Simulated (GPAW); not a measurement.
# Ga15CuSb16 (GaSb32 Cu1): moments or none

Aim: find out whether Ga15CuSb16 (GaSb32 Cu1) carries moments when they start parallel, and what they gain.

Program: GPAW 26.7.0. Level of theory: PBE; plane waves with GPAW's PAW setups, scalar-relativistic. Results are calculated unless marked as measured.

## Step 1: Starting point

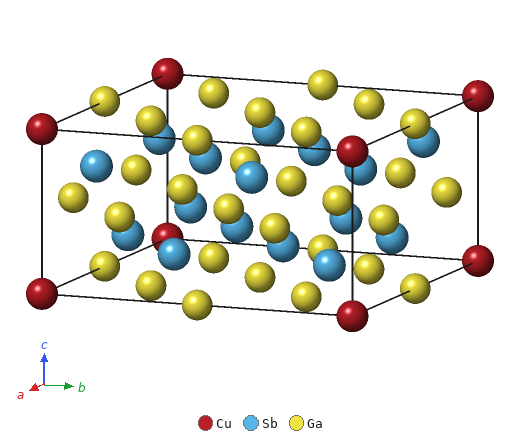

The starting structure, seen slightly off an axis (copper red, antimony blue, gallium yellow). Some periodic images of atoms are drawn too.

The cell is a made-up one and need not be a known phase.

## Step 2: Order 1, typed as ferro +

The parallel start comes first: it fits the smallest cell, keeps the most symmetry and shows whether parallel moments form.

order1.py reads:

```python
import json
import numpy as np
from ase import Atoms
from ase.parallel import paropen, parprint
from gpaw import GPAW

atoms = Atoms(['Cu', 'Sb', 'Ga', 'Sb', 'Ga', 'Sb', 'Ga', 'Sb', 'Ga', 'Sb', 'Ga', 'Sb', 'Ga', 'Sb', 'Ga', 'Sb', 'Ga', 'Sb', 'Ga', 'Sb', 'Ga', 'Sb', 'Ga', 'Sb', 'Ga', 'Sb', 'Ga', 'Sb', 'Ga', 'Sb', 'Ga', 'Sb'],
    cell=[[12.192, 0.0, 0.0],
         [0.0, 12.192, 0.0],
         [0.0, 0.0, 6.096]],
    scaled_positions=[[0.0, 0.0, 0.0],
         [0.125, 0.125, 0.25],
         [0.0, 0.25, 0.5],
         [0.125, 0.375, 0.75],
         [0.25, 0.0, 0.5],
         [0.375, 0.125, 0.75],
         [0.25, 0.25, 0.0],
         [0.375, 0.375, 0.25],
         [0.0, 0.5, 0.0],
         [0.125, 0.625, 0.25],
         [0.0, 0.75, 0.5],
         [0.125, 0.875, 0.75],
         [0.25, 0.5, 0.5],
         [0.375, 0.625, 0.75],
         [0.25, 0.75, 0.0],
         [0.375, 0.875, 0.25],
         [0.5, 0.0, 0.0],
         [0.625, 0.125, 0.25],
         [0.5, 0.25, 0.5],
         [0.625, 0.375, 0.75],
         [0.75, 0.0, 0.5],
         [0.875, 0.125, 0.75],
         [0.75, 0.25, 0.0],
         [0.875, 0.375, 0.25],
         [0.5, 0.5, 0.0],
         [0.625, 0.625, 0.25],
         [0.5, 0.75, 0.5],
         [0.625, 0.875, 0.75],
         [0.75, 0.5, 0.5],
         [0.875, 0.625, 0.75],
         [0.75, 0.75, 0.0],
         [0.875, 0.875, 0.25]],
    pbc=True,
    magmoms=[1.0, 0.0, 0.0, 0.0, 0.0, 0.0, 0.0, 0.0, 0.0, 0.0, 0.0, 0.0, 0.0, 0.0, 0.0, 0.0, 0.0, 0.0, 0.0, 0.0, 0.0, 0.0, 0.0, 0.0, 0.0, 0.0, 0.0, 0.0, 0.0, 0.0, 0.0, 0.0])
atoms.calc = GPAW(mode={'name': 'pw', 'ecut': 450},
    xc='PBE',
    kpts={'size': (3, 3, 5), 'gamma': True},
    occupations={'name': 'fermi-dirac', 'width': 0.05},
    convergence={'density': 1e-05, 'energy': 1e-05},
    maxiter=200,
    mixer={'name': 'pulay', 'beta': 0.05, 'nmaxold': 6, 'weight': 50},
    symmetry={'tolerance': 1e-4},
    txt='order1.txt')
e = atoms.get_potential_energy(force_consistent=True)
res = {'free_energy': e, 'energy_sigma0': atoms.get_potential_energy(), 'fermi_energy': atoms.calc.get_fermi_level()}
res['moments'] = atoms.get_magnetic_moments().tolist()
res['total'] = atoms.get_magnetic_moment()
parprint('site moments (muB):', np.round(res['moments'], 3))
parprint(f"total moment: {res['total']:.3f} muB")
parprint(f'free energy: {e:.6f} eV')
atoms.calc.write('order1.gpw')
with paropen('results.json', 'w') as f:
    json.dump(res, f)
```

The run is started by

```
$ OMP_NUM_THREADS=1 mpirun -n 4 gpaw python order1.py > order1.log
```

Numbers of over 12 decimals in the logs are rounded to 6 here.

Log:

```text
site moments (muB): [ 0.  0.  0.  0.  0.  0. -0.  0.  0.  0.  0.  0. -0.  0. -0.  0.  0.  0.
 -0.  0.  0.  0. -0.  0. -0.  0. -0.  0. -0.  0. -0.  0.]
total moment: 0.002 muB
free energy: -121.161125 eV

--- order1.txt ---
Input parameters:
  mode=PW(ecut=450),
  convergence={'density': 1e-05, 'energy': 1e-05},
  kpts=MonkhorstPack(size=(3, 3, 5), gamma=True),
  maxiter=200,
  mixer=Pulay(name='pulay', nmaxold=6, beta=0.05, weight=50, sigma=0.015, g_ss=None),
  occupations=Occupations(name='fermi-dirac', width=0.05),
  symmetry=Symmetry(tolerance=0.0001),
  xc=XC(name='PBE')

Diagonalizing LCAO Hamiltonian
Converting LCAO to pw mode
        .-----------------------------.
       /|                             |
      / |                             |
     /  |  Sb             Sb          |
    /   |        Sb             Sb    |
   /  Ga|            Ga               |
  /    Sb         Sb  Sb         Sb   |
 *      .---Ga-------------Ga---------.
 |     / Sb  Sb         Sb  Sb       /
 | Ga /       Ga  Ga         Ga     /
 |   Ga Ga     Sb   Ga Ga     Sb   /
 |  / Sb             Sb           /
 | /      Ga             Ga      /
 |/                             /
 Cu-------------Ga-------------*

Atoms  # Å, Bohr magnetons
|    | symbol |         x |         y |        z |    initial magnetic moments |
|----|--------|-----------|-----------|----------|-----------------------------|
|  0 |     Cu |  0.000000 |  0.000000 | 0.000000 | ( 0.0000,  0.0000,  1.0000) |
|  1 |     Sb |  1.524000 |  1.524000 | 1.524000 | ( 0.0000,  0.0000,  0.0000) |
|  2 |     Ga |  0.000000 |  3.048000 | 3.048000 | ( 0.0000,  0.0000,  0.0000) |
|  3 |     Sb |  1.524000 |  4.572000 | 4.572000 | ( 0.0000,  0.0000,  0.0000) |
|  4 |     Ga |  3.048000 |  0.000000 | 3.048000 | ( 0.0000,  0.0000,  0.0000) |
|  5 |     Sb |  4.572000 |  1.524000 | 4.572000 | ( 0.0000,  0.0000,  0.0000) |
|  6 |     Ga |  3.048000 |  3.048000 | 0.000000 | ( 0.0000,  0.0000,  0.0000) |
|  7 |     Sb |  4.572000 |  4.572000 | 1.524000 | ( 0.0000,  0.0000,  0.0000) |
|  8 |     Ga |  0.000000 |  6.096000 | 0.000000 | ( 0.0000,  0.0000,  0.0000) |
|  9 |     Sb |  1.524000 |  7.620000 | 1.524000 | ( 0.0000,  0.0000,  0.0000) |
| 10 |     Ga |  0.000000 |  9.144000 | 3.048000 | ( 0.0000,  0.0000,  0.0000) |
| 11 |     Sb |  1.524000 | 10.668000 | 4.572000 | ( 0.0000,  0.0000,  0.0000) |
| 12 |     Ga |  3.048000 |  6.096000 | 3.048000 | ( 0.0000,  0.0000,  0.0000) |
| 13 |     Sb |  4.572000 |  7.620000 | 4.572000 | ( 0.0000,  0.0000,  0.0000) |
| 14 |     Ga |  3.048000 |  9.144000 | 0.000000 | ( 0.0000,  0.0000,  0.0000) |
| 15 |     Sb |  4.572000 | 10.668000 | 1.524000 | ( 0.0000,  0.0000,  0.0000) |
| 16 |     Ga |  6.096000 |  0.000000 | 0.000000 | ( 0.0000,  0.0000,  0.0000) |
| 17 |     Sb |  7.620000 |  1.524000 | 1.524000 | ( 0.0000,  0.0000,  0.0000) |
| 18 |     Ga |  6.096000 |  3.048000 | 3.048000 | ( 0.0000,  0.0000,  0.0000) |
| 19 |     Sb |  7.620000 |  4.572000 | 4.572000 | ( 0.0000,  0.0000,  0.0000) |
| 20 |     Ga |  9.144000 |  0.000000 | 3.048000 | ( 0.0000,  0.0000,  0.0000) |
| 21 |     Sb | 10.668000 |  1.524000 | 4.572000 | ( 0.0000,  0.0000,  0.0000) |
| 22 |     Ga |  9.144000 |  3.048000 | 0.000000 | ( 0.0000,  0.0000,  0.0000) |
| 23 |     Sb | 10.668000 |  4.572000 | 1.524000 | ( 0.0000,  0.0000,  0.0000) |
| 24 |     Ga |  6.096000 |  6.096000 | 0.000000 | ( 0.0000,  0.0000,  0.0000) |
| 25 |     Sb |  7.620000 |  7.620000 | 1.524000 | ( 0.0000,  0.0000,  0.0000) |
| 26 |     Ga |  6.096000 |  9.144000 | 3.048000 | ( 0.0000,  0.0000,  0.0000) |
| 27 |     Sb |  7.620000 | 10.668000 | 4.572000 | ( 0.0000,  0.0000,  0.0000) |
| 28 |     Ga |  9.144000 |  6.096000 | 3.048000 | ( 0.0000,  0.0000,  0.0000) |
| 29 |     Sb | 10.668000 |  7.620000 | 4.572000 | ( 0.0000,  0.0000,  0.0000) |
| 30 |     Ga |  9.144000 |  9.144000 | 0.000000 | ( 0.0000,  0.0000,  0.0000) |
| 31 |     Sb | 10.668000 | 10.668000 | 1.524000 | ( 0.0000,  0.0000,  0.0000) |

Unit cell  # Å
| periodic |         x |         y |        z |   lengths |    angles |
|----------|-----------|-----------|----------|-----------|-----------|
|      yes | 12.192000 |  0.000000 | 0.000000 | 12.192000 | 90.000000 |
|      yes |  0.000000 | 12.192000 | 0.000000 | 12.192000 | 90.000000 |
|      yes |  0.000000 |  0.000000 | 6.096000 |  6.096000 | 90.000000 |

Number of symmetries: 8

BZ-sampling:
  Number of BZ points: 45
  Number of IBZ points: 9

  Monkhorst-Pack size: [3, 3, 5]
  Monkhorst-Pack shift: [0, 0, 0]

K-points  # in reciprocal-cell coordinates
|   |                                coordinates |     weight |
|---|--------------------------------------------|------------|
| 0 | (  0.00000000,   0.00000000,   0.00000000) | 0.02222222 |
| 1 | (  0.00000000,   0.00000000,   0.20000000) | 0.04444444 |
| 2 | (  0.00000000,   0.00000000,   0.40000000) | 0.04444444 |
| 3 | (  0.33333333,   0.00000000,   0.00000000) | 0.08888889 |
| 4 | (  0.33333333,   0.00000000,   0.20000000) | 0.17777778 |
| 5 | (  0.33333333,   0.00000000,   0.40000000) | 0.17777778 |
| 6 | (  0.33333333,   0.33333333,   0.00000000) | 0.08888889 |
| 7 | (  0.33333333,   0.33333333,   0.20000000) | 0.17777778 |
| 8 | (  0.33333333,   0.33333333,   0.40000000) | 0.17777778 |

Plane wave coefficients: 19692
Cutoff: 450.000000 eV

Spin-components: 2 (collinear spins)
Bands:           183
Projectors:      177
Spin-degeneracy: 1
Datatype:        complex128

Parallelization:
  kpt:    4
  domain: 1
  band:   1

Density:
  Valence electrons: 296.0
  Components: 2
  Grid points: [60 60 30]
  Charge: 0.0  # |e|

Potential:
  Grid points: [60 60 30]

species:
  Cu:
    name:    Copper
    Z:       29.0
    valence: 11
    core:    18
    charge:  0.0  # [|e|]
    compensation charges:
      type: gauss
      rc: 0.33  # [Å]
      lmax: 2
    cutoffs:
      filter: 2.06  # [Å]
      core: 2.43  # [Å]
    projectors
    | kind |    occ | energy [eV] | rcut [Å] |
    |------|--------|-------------|----------|
    |   4s |  1.000 |      -4.609 |    1.164 |
    |   4p |  0.000 |      -0.698 |    1.164 |
    |   3d | 10.000 |      -5.039 |    1.058 |
    |    s |        |      22.603 |    1.164 |
    |    p |        |      26.513 |    1.164 |
    |    d |        |      22.172 |    1.058 |

    Using partial waves for Cu as LCAO basis

  Sb:
    name:    Antimony
    Z:       51.0
    valence: 15
    core:    36
    charge:  0.0  # [|e|]
    compensation charges:
      type: gauss
      rc: 0.36  # [Å]
      lmax: 2
    cutoffs:
      filter: 2.23  # [Å]
      core: 2.23  # [Å]
    projectors
    | kind |    occ | energy [eV] | rcut [Å] |
    |------|--------|-------------|----------|
    |   5s |  2.000 |     -12.815 |    1.154 |
    |   5p |  3.000 |      -4.830 |    1.233 |
    |   4d | 10.000 |     -33.514 |    1.196 |
    |    s |        |      14.396 |    1.154 |
    |    p |        |      22.381 |    1.233 |
    |    d |        |      -6.303 |    1.196 |

    Using partial waves for Sb as LCAO basis

  Ga:
    name:    Gallium
    Z:       31.0
    valence: 3
    core:    28
    charge:  0.0  # [|e|]
    compensation charges:
      type: gauss
      rc: 0.37  # [Å]
      lmax: 2
    cutoffs:
      filter: 2.06  # [Å]
      core: 4.17  # [Å]
    projectors
    | kind |    occ | energy [eV] | rcut [Å] |
    |------|--------|-------------|----------|
    |   4s |  2.000 |      -8.945 |    1.164 |
    |   4p |  1.000 |      -2.580 |    1.164 |
    |    s |        |      18.266 |    1.164 |
    |    p |        |      24.631 |    1.164 |
    |    d |        |       0.000 |    1.164 |

    Using partial waves for Ga as LCAO basis

Reference energy: -3658796.456742  # eV

eigensolver:
  PPCG
  Converge bands: occupied
  niter=2

density mixing:
  Pulay-Mixer
  Linear mixing parameters: 0.05
  Old densities: 6
  Fourier metric: weight=50, sigma=0.015

occupation numbers:
  Fermi-Dirac:
    width: 0.0500  # eV

poisson solver:
  ecut: 3600.000000  # eV

xc functional:
  name: PBE with 2 nearest neighbor stencil

convergence criteria:
- Maximum integral of absolute [dens]ity change: 1e-05 electrons / valence electron
- Maximum [total energy] change in last 3 cyles: 1e-05 eV / valence electron
- Maximum integral of absolute [eigenst]ate change: 4e-08 eV^2 / valence electron
maximum number of iterations: 200

SCF iterations
|iter     |      energy | eigst |  dens |  magmom |
|---------|-------------|-------|-------|---------|
|iter:   1|       0s | -122.270037 | +0.66 |       |  +0.9915|
|iter:   2|      52s | -121.360673 | -0.94 | -1.24 |  +0.9907|
|iter:   3|     104s | -121.272329 | -2.01 | -1.31 |  +0.9498|
|iter:   4|     156s | -121.134089 | -1.92 | -1.34 |  +0.7631|
|iter:   5|     208s | -121.080381 | -2.32 | -1.49 |  +0.5777|
|iter:   6|     260s | -121.121399 | -2.25 | -1.70 |  +0.3579|
|iter:   7|     313s | -121.121999 | -2.67 | -2.11 |  +0.2678|
|iter:   8|     365s | -121.127406 | -3.52 | -2.35 |  +0.2257|
|iter:   9|     417s | -121.125514 | -4.00 | -2.50 |  +0.2144|
|iter:  10|     470s | -121.128195c| -3.70 | -2.55 |  +0.1500|
[... 11 iterations left out ...]
|iter:  22|    1101s | -121.130720c| -6.91 | -4.12 |  +0.0114|
|iter:  23|    1127s | -121.130719c| -7.68c| -4.27 |  +0.0117|
|iter:  24|    1153s | -121.130721c| -7.81c| -4.29 |  +0.0105|
|iter:  25|    1206s | -121.130727c| -7.00 | -4.36 |  +0.0059|
|iter:  26|    1232s | -121.130727c| -7.96c| -4.65 |  +0.0054|
|iter:  27|    1258s | -121.130727c| -7.73c| -4.69 |  +0.0037|
|iter:  28|    1284s | -121.130727c| -7.62c| -4.81 |  +0.0023|
|iter:  29|    1310s | -121.130727c| -7.68c| -4.92 |  +0.0022|
|iter:  30|    1336s | -121.130727c| -8.14c| -4.96 |  +0.0022|
|iter:  31|    1362s | -121.130727c| -8.38c| -5.04c|  +0.0019|

Converged in 31 steps
Energy contributions relative to reference atoms: (reference = -3658796.456742)

Energy contributions:
  Kinetic:         196.665199
  Coulomb:        -175.701241
  Zero:              3.456336
  External:          0.000000
  Xc:             -145.520624
  Entropy:          -0.060795
  Spinorbit:         0.000000
  ----------------------------
  Free energy:    -121.161125
  Extrapolated:   -121.130727

dipole moment: (-120.110200, -120.110200, -122.488451)  # |e|*Ang

Total magnetic moment: (0.000000, 0.000000, 0.001928)

Local magnetic moments
|        x |        y |         z |
|----------|----------|-----------|
| 0.000000 | 0.000000 |  0.000125 |  # Cu   0
| 0.000000 | 0.000000 |  0.000107 |  # Sb   1
| 0.000000 | 0.000000 |  0.000001 |  # Ga   2
| 0.000000 | 0.000000 |  0.000026 |  # Sb   3
| 0.000000 | 0.000000 |  0.000001 |  # Ga   4
| 0.000000 | 0.000000 |  0.000026 |  # Sb   5
| 0.000000 | 0.000000 | -0.000009 |  # Ga   6
| 0.000000 | 0.000000 |  0.000036 |  # Sb   7
| 0.000000 | 0.000000 |  0.000000 |  # Ga   8
| 0.000000 | 0.000000 |  0.000026 |  # Sb   9
| 0.000000 | 0.000000 |  0.000001 |  # Ga  10
| 0.000000 | 0.000000 |  0.000107 |  # Sb  11
| 0.000000 | 0.000000 | -0.000008 |  # Ga  12
| 0.000000 | 0.000000 |  0.000036 |  # Sb  13
| 0.000000 | 0.000000 | -0.000009 |  # Ga  14
| 0.000000 | 0.000000 |  0.000026 |  # Sb  15
[...]
| 0.000000 | 0.000000 | -0.000009 |  # Ga  22
| 0.000000 | 0.000000 |  0.000026 |  # Sb  23
| 0.000000 | 0.000000 | -0.000008 |  # Ga  24
| 0.000000 | 0.000000 |  0.000036 |  # Sb  25
| 0.000000 | 0.000000 | -0.000008 |  # Ga  26
| 0.000000 | 0.000000 |  0.000026 |  # Sb  27
| 0.000000 | 0.000000 | -0.000008 |  # Ga  28
| 0.000000 | 0.000000 |  0.000026 |  # Sb  29
| 0.000000 | 0.000000 | -0.000009 |  # Ga  30
| 0.000000 | 0.000000 |  0.000107 |  # Sb  31

Fermi level: 4.678
Eigenvalues  # (at kpt = [0.000, 0.000, 0.000])
| band index |      eig [eV] | occ [0-1] |      eig [eV] | occ [0-1] |
|------------|---------------|-----------|---------------|-----------|
|          0 |       -23.989 |     1.000 |       -23.989 |     1.000 |
|        ... |               |           |               |           |
|        138 |         3.334 |     1.000 |         3.334 |     1.000 |
|        139 |         3.383 |     1.000 |         3.383 |     1.000 |
|        140 |         3.383 |     1.000 |         3.383 |     1.000 |
|        141 |         3.683 |     1.000 |         3.683 |     1.000 |
|        142 |         3.747 |     1.000 |         3.747 |     1.000 |
|        143 |         3.822 |     1.000 |         3.822 |     1.000 |
|        144 |         4.067 |     1.000 |         4.067 |     1.000 |
|        145 |         4.067 |     1.000 |         4.067 |     1.000 |
|        146 |         5.127 |     0.000 |         5.127 |     0.000 |
|        147 |         5.140 |     0.000 |         5.140 |     0.000 |
|        148 |         5.140 |     0.000 |         5.140 |     0.000 |
|        149 |         5.215 |     0.000 |         5.215 |     0.000 |
|        150 |         5.884 |     0.000 |         5.884 |     0.000 |
|        151 |         5.894 |     0.000 |         5.894 |     0.000 |
|        152 |         5.941 |     0.000 |         5.941 |     0.000 |
|        153 |         6.154 |     0.000 |         6.154 |     0.000 |
|        ... |               |           |               |           |
|        182 |         9.582 |     0.000 |         9.581 |     0.000 |

No gap
No difference between direct/indirect transitions
```

Elapsed: 24 min, on 4 MPI ranks of Arm Neoverse V1, shared host; peak memory 3.4 GiB; 1.6 h of CPU time.

Spin moment in the augmentation sphere by element, in μB:

```tsv
element	atoms	mean	spread (r.m.s.)	least	largest
Cu	1	0.0001	0.0000	0.0001	0.0001
Sb	16	0.0000	0.0000	0.0000	0.0001
Ga	15	0.0000	0.0000	0.0000	0.0000
```

The atoms farthest from the mean of their element:

```tsv
atom	x, y, z (Å)	spin moment in the augmentation sphere (μB)
Sb2	1.52, 1.52, 1.52	0.0001
Sb12	1.52, 10.67, 4.57	0.0001
Sb32	10.67, 10.67, 1.52	0.0001
Sb22	10.67, 1.52, 4.57	0.0001
Sb10	1.52, 7.62, 1.52	0.0000
Sb16	4.57, 10.67, 1.52	0.0000
Sb6	4.57, 1.52, 4.57	0.0000
Sb4	1.52, 4.57, 4.57	0.0000
```

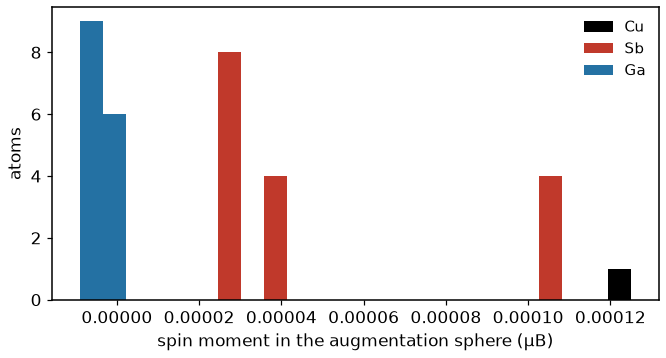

Spin moment in the augmentation sphere as a stacked histogram.

Numbers from this step:

```yaml
final_state: non-magnetic
```

After 31 cycles the seed has died away: no moment is left.

(Part 1 of 2 ends here.)

[Logs and program files are shortened in this print: banners, set-up blocks, solver, clock and traceback lines can be left out without a mark of their own.]

[Logs are printed without paths, hosts, clocks, repeated set-up lines and the standing remarks that a program may print on its own settings, such as how far it seeks lower states.]

[Hosts, paths, dates, database ids (printed as entryN), source tags and the programs' standing remarks are cut or masked in the printed files.]

[Where a cell is said to come from a database of computed structures, the database is the Materials Project.]
